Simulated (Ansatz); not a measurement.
**Geometry relaxation of Mg32O32H (charge −1) (part 2 of 2)**

Mg32O32H (defect cell, 65 atoms in the cell, total charge −1); DFT, PBEsol, PAW, plane waves (Ansatz 0.2.0); cutoff 420 eV, 1×1×1 k-mesh, Fermi–Dirac smearing of 0.01 eV. 

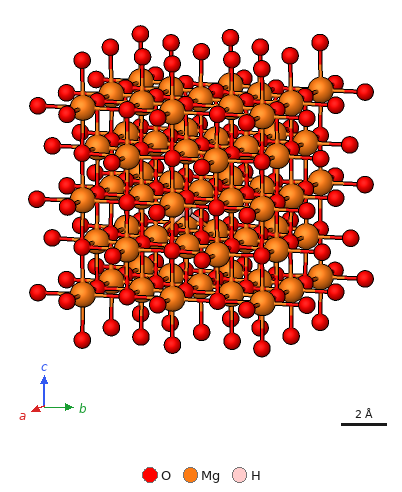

The starting structure (ball-and-stick view of the cell of the calculation, seen slightly off an axis; bonded neighbours outside the cell are drawn too).

Output, continued:
```
--- Charged-cell corrections in eV (Makov–Payne, q = -1.000 e, ε = 9.800) ---
  F (periodic)     = -79228.779732  (uncorrected; the corrections below are reported, never added to it)
  E_corr1          = +0.247306  (monopole, q²α_M/2εL)
  F Makov-Payne    = -79228.532426  (F + E_corr1; no measured alignment; for a localised charge, not one spread in a band: unchecked)
--- Band table (eV) ---
  k-point 0: bands = ["-63.9672", "-63.9647", "-63.9631", "-63.9613", "-63.9364", "-63.9328", "-63.9327", "-63.9300", "-63.9006", "-63.8996", ... 112 levels left out ..., "-30.6653", "-30.6651", "-30.6647", "-30.6627", "-30.6581", "-30.6577", "-9.0387", "-8.6532", "-8.6528", "-8.5937", "-8.3266", "-8.3261", "-8.2562", "-8.0828", "-8.0824", "-8.0806", "-8.0212", "-7.9129", "-7.9122", "-7.8988", "-7.8896", "-7.8890", "-7.8706", "-7.8118", "-7.8111", "-7.7510", "-7.7172", "-7.7167", "-7.6797",
      "-7.6758", "-7.6753", "-7.6354", "-7.6347", "-7.6332", "-7.4533", "-7.3405", "-7.3395", "-7.3348", "3.4092", "3.5900", "3.5902", "3.7604", "3.9257", "4.0699", "4.0700", "4.1266", "4.1548", "4.1552", "4.1805", "4.2467", "4.2469", "4.2727", "4.2842", "4.2844", "4.3826", "4.4144", "4.4351", "4.4353", "4.4779", "4.4782", "4.5808", "4.6111", "4.6114", "4.7941", "4.8182", "4.8184", "5.4369", "5.4455", "5.4563",
      "5.4566", "5.4945", "5.4947", "5.5363", "5.6085", "5.6087", "5.6683", "5.7713", "5.7714", "6.1918", "6.2078", "6.2082", "6.2166", "6.2638", "6.2744", "6.2746", "6.2936", "6.2937", "6.5647", "6.5649", "6.5677", "6.6294", "6.6467", "6.6473", "6.7344", "6.7610", "6.7612", "6.7876", "6.7879", "6.7964", "6.8490", "6.8494", "6.8578", "6.9654", "6.9656", "7.0123", "7.0159", "7.0553", "7.0556", "7.0605",
      "7.0926", "7.0995", "7.1015", "7.1016", "7.1530", "7.1533", "7.2141", "7.2144", "7.2696", "7.3079", "7.3081", "7.3218", "7.4578", "7.4580", "7.5022", "7.5361", "7.5363", "7.5775", "7.5961", "7.5965", "7.6590", "7.7266", "7.7271", "7.9643", "7.9646", "10.6362", "13.6613", "15.0962", "15.0966", "15.3033", "15.6526", "15.9226", "15.9231", "16.0871", "16.3244", "16.3248", "16.6709", "16.9315", "16.9320", "17.0561",
      "17.2301", "17.2306", "17.3063", "17.3830", "17.3834", "17.4045", "17.4051", "17.4734", "17.7474", "17.8052", "17.8161", "17.8167", "18.1352", "18.1359", "18.3297", "18.3789", "18.4112", "18.4115", "18.4960", "18.4966", "18.5306", "18.6268", "18.6276", "19.0851", "19.1789", "19.1793", "19.3490", "19.3500", "19.4561", "19.4924", "19.6103", "19.6391", "19.6395", "19.6695", "19.7582", "19.7587", "19.8482", "19.8487", "19.9919", "19.9931",
      "20.0223", "20.1017", "20.1347", "20.1355", "20.2916", "20.2923", "20.2949", "20.3962", "20.3972", "20.3976", "20.5421"]
--- Relaxed structure (6 steps of the walk, 6 accepted, 0 SCFs on fresh bases) ---
  F+E_penalty+E_count = -79228.77973205 eV   max|allowed force component| = 1.725e-2 eV/Å
  atoms:
    - { symbol: O, position: [0.25014425932871465, 0.9969966992550761, 0.9970153519732405] }
    - { symbol: O, position: [0.2505735489616671, 1.0003227540456714, 0.5001104452513135] }
    - { symbol: O, position: [0.2505900669722759, 0.500071557303521, 0.00029584636641509266] }
    - { symbol: O, position: [0.23252623761296903, 0.5176843861313196, 0.5176991391206633] }
    - { symbol: O, position: [0.7506072720880587, 7.414780125549264e-5, 1.000123827766534] }
    - { symbol: O, position: [0.7537281826830533, -0.0031388142128227015, 0.5006010555497288] }
    - { symbol: O, position: [0.7537797985546963, 0.5005265703452326, -0.0031316520649657415] }
    - { symbol: O, position: [0.7501986529482781, 0.5000170118596245, 0.5000462159411138] }
    - { symbol: O, position: [-0.0025229316905306105, 0.24955773383516747, 0.9970283312217963] }
    - { symbol: O, position: [1.0007999182464746, 0.25006696322159355, 0.5001219750798291] }
    - { symbol: O, position: [1.0006400476815562, 0.7501344030931064, 1.0001283778801608] }
    - { symbol: O, position: [-0.0026025917899413402, 0.7532577860188527, 0.5006329485309382] }
    - { symbol: O, position: [0.5006118575149019, 0.25009303739868605, 1.0003725398948673] }
    - { symbol: O, position: [0.5183066293895178, 0.23199987170615927, 0.5178788761910108] }
    - { symbol: O, position: [0.5011000902697157, 0.7532727793399383, 0.9968984127006443] }
    - { symbol: O, position: [0.5004756385293819, 0.7496742779187238, 0.5000691659385951] }
    - { symbol: O, position: [0.997529330001461, 0.9970046540005922, 0.24962799359341722] }
    - { symbol: O, position: [1.0006401915285001, 1.0001088960846145, 0.7501502346679775] }
    - { symbol: O, position: [0.0008004401789257441, 0.5000776182874801, 0.25007814292583996] }
    - { symbol: O, position: [0.9974524283357181, 0.5006244089624946, 0.7532523977961149] }
    - { symbol: O, position: [0.5005751153006638, 1.0003119021283584, 0.2501617042243248] }
    - { symbol: O, position: [0.5010911082579851, 0.9968522738388805, 0.7532730506487744] }
    - { symbol: O, position: [0.5182925194079411, 0.5177774556011776, 0.23202985745637592] }
    - { symbol: O, position: [0.5005132401435626, 0.500019298973143, 0.7497111960838673] }
    - { symbol: O, position: [0.23300405014761896, 0.23254588518343353, 0.2325433166084941] }
    - { symbol: O, position: [0.25064981351807814, 0.2501227596575185, 0.7497532351449453] }
    - { symbol: O, position: [0.25062590287100595, 0.7497049515457258, 0.25017695664290923] }
    - { symbol: O, position: [0.2500852125941272, 0.7532257725806313, 0.7532474055888969] }
    - { symbol: O, position: [0.7502518595247702, 0.25008071881955624, 0.25020146048605885] }
    - { symbol: O, position: [0.7538115468008977, 0.24959696013972754, 0.7532790950138413] }
    - { symbol: O, position: [0.7537937322237748, 0.7532436192818438, 0.24968705923532686] }
    - { symbol: O, position: [0.7506118228190589, 0.750027756634275, 0.7500612165235394] }
    - { symbol: Mg, position: [0.0005572513646972669, 5.639837857041005e-6, 1.000014848435449] }
    - { symbol: Mg, position: [1.0007239397231371, 0.00022036191453386473, 0.49965824173260687] }
    - { symbol: Mg, position: [1.0007329023980513, 0.49960605928649116, 1.0002400975700823] }
    - { symbol: Mg, position: [0.9981637516701433, 0.5021326800008636, 0.5021767723764661] }
    - { symbol: Mg, position: [0.5001349612904756, 0.00025695744784636057, 1.0002770476082685] }
    - { symbol: Mg, position: [0.5026031702286922, -0.002315028150850609, 0.5021863665024926] }
    - { symbol: Mg, position: [0.5026149537594904, 0.5020910389172465, 0.9977286003335037] }
    - { symbol: Mg, position: [0.49735120191606225, 0.4968245740122121, 0.49690231413294705] }
    - { symbol: Mg, position: [0.24858873343696522, 0.24805104521251997, -0.0020600603830381557] }
    - { symbol: Mg, position: [0.2540525258169324, 0.25356089421808564, 0.4967127984816137] }
    - { symbol: Mg, position: [0.25111000127694716, 0.7499561669474316, 1.000252009850178] }
    - { symbol: Mg, position: [0.24840885108151597, 0.7522322723866698, 0.5022280696106378] }
    - { symbol: Mg, position: [0.7504828447956681, 0.2505457297405577, 1.0002389240580059] }
    - { symbol: Mg, position: [0.7527860729992215, 0.2479133975546349, 0.5021985148561764] }
    - { symbol: Mg, position: [0.750667052348008, 0.7501328997979361, 4.6845639833550626e-5] }
    - { symbol: Mg, position: [0.750442849631028, 0.7499454924971805, 0.49958398256820524] }
    - { symbol: Mg, position: [0.24853173076163088, -0.0020955752028115086, 0.24814389302378762] }
    - { symbol: Mg, position: [0.25113099129841354, 0.0002201103911325476, 0.7499837684084106] }
    - { symbol: Mg, position: [0.25408060484739947, 0.4966166733117425, 0.2536183904586291] }
    - { symbol: Mg, position: [0.2484775117351469, 0.502092469593149, 0.7522445190529721] }
    - { symbol: Mg, position: [0.7505109038093838, 1.0001879453435378, 0.25057437898889845] }
    - { symbol: Mg, position: [0.7506799393325312, -7.900366399555275e-6, 0.7501578320896624] }
    - { symbol: Mg, position: [0.7527489723641814, 0.5021556770293912, 0.2479053645638122] }
    - { symbol: Mg, position: [0.7504546724318355, 0.499536362612483, 0.7499871923854791] }
    - { symbol: Mg, position: [-0.001586773011302064, 0.24804463082428443, 0.24806312334187341] }
    - { symbol: Mg, position: [0.0007638459180051727, 0.2505520321786718, 0.7499817014700436] }
    - { symbol: Mg, position: [0.0007466172740324733, 0.7499232077300726, 0.25062107196026334] }
    - { symbol: Mg, position: [0.0005079205279412833, 0.7501167540903249, 0.7502241299187095] }
    - { symbol: Mg, position: [0.4972687115969013, 0.2534835001721865, 0.2536324900744492] }
    - { symbol: Mg, position: [0.5027059848397626, 0.24786872591329842, 0.7523008536463122] }
    - { symbol: Mg, position: [0.5026418640710135, 0.7522405886965914, 0.24798387906139988] }
    - { symbol: Mg, position: [0.5001277060476195, 0.7499163189378866, 0.7500287797340951] }
    - { symbol: H, position: [0.37609774146358976, 0.3753622003426841, 0.37550407846518674] }
--- Löwdin populations: 65 sites ---
  site symbol       q [e]
     0      O      7.3824
     1      O      7.3746
     2      O      7.3745
     3      O      7.3918
     4      O      7.3800
     5      O      7.3822
     6      O      7.3822
     7      O      7.3746
     8      O      7.3824
     9      O      7.3746
    10      O      7.3800
    11      O      7.3822
    12      O      7.3746
    13      O      7.3918
    14      O      7.3822
    15      O      7.3746
    16      O      7.3824
    17      O      7.3800
    18      O      7.3745
    19      O      7.3822
    20      O      7.3745
    21      O      7.3822
    22      O      7.3918
    23      O      7.3746
    24      O      7.3930
    25      O      7.3744
    26      O      7.3743
    27      O      7.3826
    28      O      7.3744
    29      O      7.3827
    30      O      7.3826
    31      O      7.3799
    32     Mg      8.4759
    33     Mg      8.4752
    34     Mg      8.4752
    35     Mg      8.4740
    36     Mg      8.4752
    37     Mg      8.4740
    38     Mg      8.4740
    39     Mg      8.4754
    40     Mg      8.4737
    41     Mg      8.4756
    42     Mg      8.4750
    43     Mg      8.4739
    44     Mg      8.4750
    45     Mg      8.4739
    46     Mg      8.4762
    47     Mg      8.4751
    48     Mg      8.4736
    49     Mg      8.4750
    50     Mg      8.4757
    51     Mg      8.4739
    52     Mg      8.4750
    53     Mg      8.4762
    54     Mg      8.4739
    55     Mg      8.4751
    56     Mg      8.4736
    57     Mg      8.4750
    58     Mg      8.4750
    59     Mg      8.4761
    60     Mg      8.4756
    61     Mg      8.4739
    62     Mg      8.4739
    63     Mg      8.4751
    64      H      1.7033
  spilling = 0.009594 (of n_electrons = 514.000000)
```

This output came from the following input.

Input file:
```yaml
crystal:
  lattice:
    - [8.428808, 0.000000, 0.000000]
    - [0.000000, 8.428808, 0.000000]
    - [0.000000, 0.000000, 8.428808]
  atoms:
    - { symbol: O, position: [0.252085, 0.996498, 0.998329] }
    - { symbol: O, position: [0.252935, 0.999806, 0.502915] }
    - { symbol: O, position: [0.247974, 0.499849, 0.001623] }
    - { symbol: O, position: [0.250781, 0.496296, 0.495407] }
    - { symbol: O, position: [0.750228, 0.001299, 0.997519] }
    - { symbol: O, position: [0.750194, 0.002478, 0.502407] }
    - { symbol: O, position: [0.750356, 0.494085, 0.002726] }
    - { symbol: O, position: [0.754656, 0.500227, 0.501945] }
    - { symbol: O, position: [0.003487, 0.250800, 0.999142] }
    - { symbol: O, position: [0.998662, 0.249009, 0.503006] }
    - { symbol: O, position: [0.998427, 0.752586, 0.997323] }
    - { symbol: O, position: [0.002145, 0.747944, 0.497544] }
    - { symbol: O, position: [0.503791, 0.249330, 0.998941] }
    - { symbol: O, position: [0.498670, 0.247828, 0.501079] }
    - { symbol: O, position: [0.500176, 0.749976, 0.996548] }
    - { symbol: O, position: [0.497372, 0.751955, 0.498297] }
    - { symbol: O, position: [0.999295, 0.999018, 0.252147] }
    - { symbol: O, position: [0.998173, 0.999371, 0.754701] }
    - { symbol: O, position: [0.000391, 0.500601, 0.255482] }
    - { symbol: O, position: [0.999638, 0.501664, 0.750891] }
    - { symbol: O, position: [0.502862, 0.995268, 0.251929] }
    - { symbol: O, position: [0.499778, 0.999660, 0.751320] }
    - { symbol: O, position: [0.500022, 0.500692, 0.250590] }
    - { symbol: O, position: [0.499465, 0.501770, 0.748618] }
    - { symbol: O, position: [0.250740, 0.250818, 0.251579] }
    - { symbol: O, position: [0.248631, 0.245055, 0.750580] }
    - { symbol: O, position: [0.251967, 0.748563, 0.251559] }
    - { symbol: O, position: [0.257130, 0.748686, 0.749574] }
    - { symbol: O, position: [0.749820, 0.254015, 0.247224] }
    - { symbol: O, position: [0.753688, 0.246531, 0.748110] }
    - { symbol: O, position: [0.749927, 0.751549, 0.255309] }
    - { symbol: O, position: [0.751891, 0.753292, 0.748171] }
    - { symbol: Mg, position: [0.001606, 0.003588, 0.999373] }
    - { symbol: Mg, position: [0.996654, 0.001071, 0.503598] }
    - { symbol: Mg, position: [0.999158, 0.501037, 0.999633] }
    - { symbol: Mg, position: [0.997958, 0.501254, 0.503102] }
    - { symbol: Mg, position: [0.499950, 0.000877, 0.999499] }
    - { symbol: Mg, position: [0.499540, 0.003077, 0.499516] }
    - { symbol: Mg, position: [0.500654, 0.496532, 0.997537] }
    - { symbol: Mg, position: [0.500161, 0.498995, 0.499754] }
    - { symbol: Mg, position: [0.250546, 0.251416, 0.003185] }
    - { symbol: Mg, position: [0.251444, 0.253205, 0.500860] }
    - { symbol: Mg, position: [0.251396, 0.744379, 0.996310] }
    - { symbol: Mg, position: [0.249247, 0.757147, 0.497303] }
    - { symbol: Mg, position: [0.750369, 0.250573, 0.999905] }
    - { symbol: Mg, position: [0.754727, 0.251743, 0.500796] }
    - { symbol: Mg, position: [0.751943, 0.748830, 0.001188] }
    - { symbol: Mg, position: [0.749847, 0.748626, 0.501723] }
    - { symbol: Mg, position: [0.247594, 0.003578, 0.250921] }
    - { symbol: Mg, position: [0.247053, 0.000356, 0.751012] }
    - { symbol: Mg, position: [0.251164, 0.499909, 0.251856] }
    - { symbol: Mg, position: [0.251508, 0.502678, 0.746585] }
    - { symbol: Mg, position: [0.750087, 0.999517, 0.249049] }
    - { symbol: Mg, position: [0.751166, 0.004304, 0.751494] }
    - { symbol: Mg, position: [0.748109, 0.502890, 0.245541] }
    - { symbol: Mg, position: [0.747206, 0.498782, 0.751365] }
    - { symbol: Mg, position: [0.003951, 0.248619, 0.251819] }
    - { symbol: Mg, position: [0.001327, 0.251978, 0.748373] }
    - { symbol: Mg, position: [0.000731, 0.752239, 0.247419] }
    - { symbol: Mg, position: [0.001254, 0.744821, 0.751121] }
    - { symbol: Mg, position: [0.498730, 0.246509, 0.243304] }
    - { symbol: Mg, position: [0.503655, 0.248193, 0.749848] }
    - { symbol: Mg, position: [0.499994, 0.749435, 0.253721] }
    - { symbol: Mg, position: [0.505720, 0.752786, 0.748834] }
    - { symbol: H, position: [0.374189, 0.373847, 0.374387] }
  symmetry: { detect: false }
kpoints:
  mp_grid: { grid: [1, 1, 1], shift: [0.25, 0.25, 0.25] }
hamiltonian:
  xc: pbesol
total_charge: -1
scf:
  occupations: { method: fermi_dirac, width: 0.01 }
relax:
  f_tol: 0.03
  max_steps: 80
  escape_saddle: false
  adjacent_minimum: "off"
output:
  forces: true
  eigenvalues: true
  populations: true
  charged_corrections: { epsilon: 9.8 }
```

Key numbers:

| quantity | value |
| --- | --- |
| outcome | converged |
| electrons treated | 514 |
| free energy | −79228.7797 eV |
| Fermi energy | 12.149 eV |
| largest force (length of the vector) at the end | 0.025 eV/Å |
| hardware | 7 CPU threads, shared host |
| wall time | 36 s (CPU time 3.6 min) |
| peak memory | 1.5 GiB |

Remarks:

The k-point mesh is coarse for a cell of this size, so the results may not be converged.
